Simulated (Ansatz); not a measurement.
# NiO: a single-point calculation

Wanted: energy, forces and, where spin is on, moments of NiO in this cell. System: NiO, its experimental structure (space group Fm-3m); the cell holds 2 atoms. Source: COD entry 4329325.

Program: Ansatz 0.2.0. Level of theory: DFT PBEsol+U, PAW, plane waves, scalar-relativistic. These are calculated values, not measurements.

## 1. The system as given

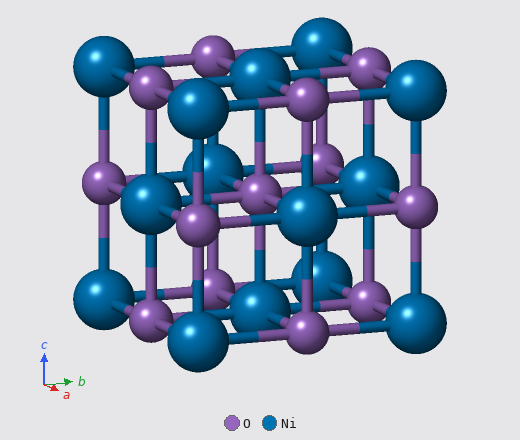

Start, viewed slightly off an axis; oxygen purple, nickel blue. Atoms on the faces are drawn again on the opposite ones. The cell drawn here is the conventional one.

As a file:

```
O Ni
1.0
     0.00000    2.08855    2.08855
     2.08855    0.00000    2.08855
     2.08855    2.08855    0.00000
O Ni
1 1
Cartesian
  2.0886 2.0886 2.0886
  0.0000 0.0000 0.0000
```

In tables a label like Ni2 counts atoms in the order of input.yaml; a structure file may count by element.

The search for lower states is off throughout, and inputs that name a mixer don't switch to direct minimisation unless they say so. Spin is collinear, with starting moments Ni2 2.00 μB. β is the mixing step of the charge; the magnetisation has a step of its own, which the program sets unless it is named.

## 2. Running it

Contents of input.yaml:

```yaml
crystal:
  lattice:
    - [0.0, 2.08855, 2.08855]
    - [2.08855, 0.0, 2.08855]
    - [2.08855, 2.08855, 0.0]
  atoms:
    - { symbol: O, position: [0.5, 0.5, 0.5] }
    - { symbol: Ni, position: [0.0, 0.0, 0.0], spin: 2.0 }
magnetization:
  spin_polarized: true
hamiltonian:
  xc: pbesol
  pseudopotentials: { kind: paw }
  hubbard: { sites: [{ species: Ni, l: d, u_eff: 6.2 }] }
basis:
  ecutwfc: 420
kpoints:
  mp_grid: { grid: [9, 9, 9] }
scf:
  occupations: { method: fixed }
  lower_state_search: "off"
  max_iter: 60
output:
  forces: true
  stress: true
```

Run with:

```bash
> ansatz run input.yaml --threads 2 --pin off --max-ram 5120MiB --backend cpu --events-out ev --progress --plain --runs-dir out
```

The program printed:

```text
Error: inconsistent input (scf.occupations.method, magnetization): a σ = 0 step fill (method: fixed, or a smearing width below the step floor) with no hard lock on the total moment puts the same N_el/2 bands in each spin channel, which gives a total moment of zero, but the starting moments sum to +2.0000 μB; make the starting moments (crystal.atoms[].spin / magnetization.per_species / magnetization.initial_magnetization) sum to zero, or set magnetization.spin_locking.lock_magnetization: hard with an even integer magnetization.initial_magnetization, or use a smearing method with a finite width, such as fermi_dirac
```

Run time: 0.12 s. Hardware: 2 threads of Intel Xeon Platinum 8488C (Sapphire Rapids), shared host; peak memory 0.1 GiB.

## 3. What went wrong

No iteration ran: the input was refused. Its message: inconsistent input (scf.occupations.method, magnetization): a σ = 0 step fill (method: fixed, or a smearing width below the step floor) with no hard lock on the total moment puts the same N_el/2 bands in each spin channel, which gives a total moment of zero, but the starting moments sum to +2.0000 μB; [...]

Remedies tried next, one at a time: Fermi–Dirac smearing of 0.1 eV; back to the default settings.

## 4. Fermi–Dirac smearing of 0.1 eV

Edit input.yaml of step 2 so:

```diff
@@ -19,3 +19,3 @@
 scf:
-  occupations: { method: fixed }
+  occupations: { method: fermi_dirac, width: 0.1 }
   lower_state_search: "off"
```

Run with:

```bash
> ansatz run input.yaml --threads 2 --pin off --max-ram 5120MiB --backend cpu --events-out ev --progress --plain --runs-dir out
```

The program printed, shortened:

```text
O: projections on atomic orbitals take those of the free atom [He] 2s2 2p4, of charge +0.00 (hamiltonian.pseudopotentials.projection_atoms); the dataset's partial waves leave at most 1.9e-8 of an orbital's norm unspanned inside its sphere
Ni: projections on atomic orbitals take those of the free atom [Ne] 3s2 3p6 3d8 4s2, of charge +0.00 (hamiltonian.pseudopotentials.projection_atoms); the dataset's partial waves leave at most 1.6e-6 of an orbital's norm unspanned inside its sphere
[...]
Pseudopotentials: kind: paw
Pseudopotential: O, paw, valence charge 6, recommended cutoff 420 eV (normal), O.paw.azcp
Pseudopotential: Ni, paw, valence charge 18, recommended cutoff 420 eV (normal), Ni.paw.azcp
Functional definition: PBEsol
[...]
Crystal: 2 atoms, lattice volume = 18.221 Å³
[...]
an eigenvalue changed by more than its tolerance at an iteration that met the thresholds in force, so the SCF went on 1 time: the last check found none over its tolerance
Magnetization: 2.0000 μB (13.0000 up, 11.0000 down)
Absolute magnetization: 2.0059 μB (∫|ρ↑−ρ↓|, with the PAW one-centre terms)
Spin contamination: 0.0016 ħ² per cell (⟨S²⟩ above its minimum at these occupations)
Per-site moments (μB) at R_I (Å): [(0.21554929110713725, 0.8615268750000001), (1.7110672105943114, 0.8615268750000001)]
Free energy (F): -6363.183762 eV
[...]
E sigma→0 (E₀):  -6363.183761 eV
Entropy (-TS):   -0.000003 eV (-0.001 meV/atom)
Fermi energy:    14.641563 eV
[...]
--- Forces (eV/Å), atoms counted from 1 ---
  atom   1  O      0.00000000    -0.00000000    -0.00000000
  atom   2  Ni    -0.00000000     0.00000000    -0.00000000
[...]
--- Stress (GPa, compression-positive) ---
        3.432362       0.000000      -0.000000
       -0.000000       3.432362      -0.000000
       -0.000000       0.000000       3.432362
  P = ⅓ Tr σ = 3.4324 GPa (34.324 kbar)
Occupation matrices written to <dir>
```

Run time: 1.8 s. Hardware: 2 threads of Intel Xeon Platinum 8488C (Sapphire Rapids), shared host; peak memory 0.35 GiB.

Converged in 13 iterations, ferromagnetic, site moments O1 0.22, Ni2 1.71 μB, total 2.00 μB per cell, a gap of 2.05 eV on the k-mesh.

## 5. Back to the default settings

Edit input.yaml of step 2 so:

```diff
@@ -19,5 +19,4 @@
 scf:
-  occupations: { method: fixed }
+  occupations: { method: gaussian, width: 0.02 }
   lower_state_search: "off"
-  max_iter: 60
 output:
@@ -25 +24,5 @@
   stress: true
+  write_density: true
+  write_potential: true
+  elf: true
+  volumetric_format: npy
```

Run with:

```bash
> ansatz run input.yaml --threads 2 --pin off --max-ram 5120MiB --backend cpu --events-out ev --progress --plain --runs-dir out
```

Its history (converged in 12 iterations):

| iteration | Harris–Foulkes energy + 6365 (eV) | largest residual (eV) | M (μB) | ∫|m| (μB) |
| --- | --- | --- | --- | --- |
| 1 | 0.5644 | 3.24e+01 | 0.55 | 0.55 |
| 2 | 3.8895 | 6.76e-01 | 1.85 | 1.86 |
| 3 | 3.2835 | 3.11e-01 | 1.86 | 1.87 |
| 4 | 2.0595 | 1.45e+00 | 2.00 | 2.01 |
| 5 | 1.8352 | 1.72e-01 | 2.00 | 2.01 |
| 6 | 1.8241 | 6.49e-02 | 2.00 | 2.01 |
| 7 | 1.8241 | 2.27e-03 | 2.00 | 2.01 |
| 8 | 1.8165 | 8.97e-04 | 2.00 | 2.01 |
| 9 | 1.8162 | 1.24e-05 | 2.00 | 2.01 |
| 10 | 1.8162 | 5.42e-07 | 2.00 | 2.01 |
| 11 | 1.8162 | 5.11e-08 | 2.00 | 2.01 |
| 12 | 1.8162 | 3.38e-11 | 2.00 | 2.01 |

Run time: 1.8 s. Hardware: 2 threads of Intel Xeon Platinum 8488C (Sapphire Rapids), shared host; peak memory 0.36 GiB.

The run closes after 12 iterations, ferromagnetic, site moments O1 0.22, Ni2 1.71 μB, total 2.00 μB per cell, a gap of 2.05 eV on the k-mesh. Against step 4: free energy unchanged, zero-width estimate unchanged.

## 6. All tries on one scale

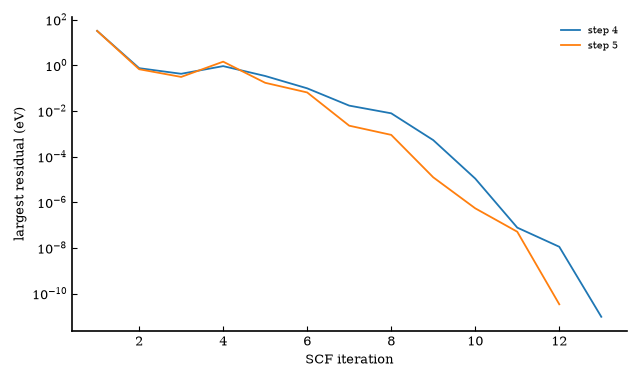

Residual along the iterations.

## 7. Summary of results

```
                              quantity                                                                                                     value
                             first try                                                                                             input refused
step 4: Fermi–Dirac smearing of 0.1 eV                                                                                converged in 13 iterations
          step 5: the default settings                                                                                converged in 12 iterations
               state reached in step 5  ferromagnetic, site moments O1 0.22, Ni2 1.71 μB, total 2.00 μB per cell, a gap of 2.05 eV on the k-mesh
                   largest force there                                                                                                0.000 eV/Å
```

**Reading.** The cell holds one magnetic atom, so only a ferromagnet fits, whatever order the real compound takes. 2 of 2 changes make it converge; “the default settings” does so in 12 iterations, and none in fewer.
